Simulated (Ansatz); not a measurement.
```
CELL_PARAMETERS angstrom
5.99078 0.00000 0.00000
0.00000 5.99078 0.00000
0.00000 0.00000 4.81216
ATOMIC_POSITIONS crystal
Al 0.15946 0.34054 0.00000
Al 0.15946 0.65946 0.50000
Al 0.84054 0.34054 0.50000
Al 0.84054 0.65946 0.00000
Al 0.65946 0.84054 0.50000
Al 0.65946 0.15946 0.00000
Al 0.34054 0.84054 0.00000
Al 0.34054 0.15946 0.50000
Cu 0.00000 0.00000 0.75000
Cu 0.00000 0.00000 0.25000
Cu 0.50000 0.50000 0.25000
Cu 0.50000 0.50000 0.75000
```

Space group I4/mcm; a structure from a database of computed crystals, not necessarily the ambient phase; computed without spin polarisation.

Computed with Ansatz, DFT r2SCAN, scalar-relativistic, plane waves, PAW.

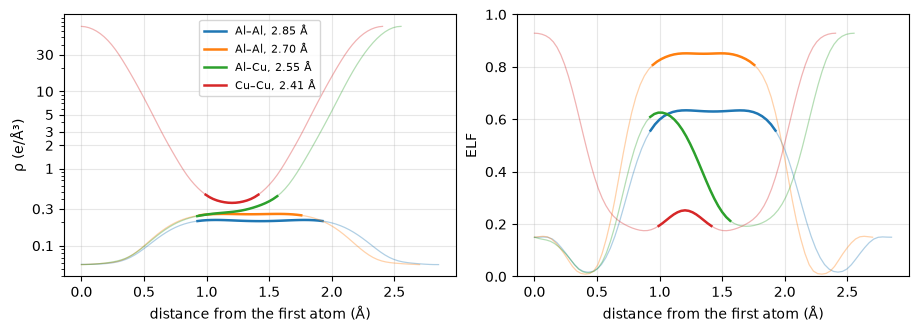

Al$_{2}$Cu. Valence charge density (pseudo) and electron localisation function along straight lines between neighbouring atoms. Thin, pale parts lie inside the atomic spheres.

The density is the valence pseudo-density of a PAW calculation; it isn't the true density close to the nuclei.

### Compare the contacts.

Al–Al (2.85 Å): the density is about 0.21 e/Å³ at the midpoint; the ELF peaks at about 0.65 between the atoms.
Al–Al (2.70 Å): the density is about 0.26 e/Å³ at the midpoint; the ELF peaks at about 0.85 between the atoms.
Al–Cu (2.55 Å): ρ at the midpoint is about 0.29 e/Å³; the ELF peaks at about 0.65 between the atoms.
Cu–Cu (2.41 Å): the density is about 0.36 e/Å³ at the midpoint; the ELF is about 0.25 at the midpoint; no localised pair shows between them.
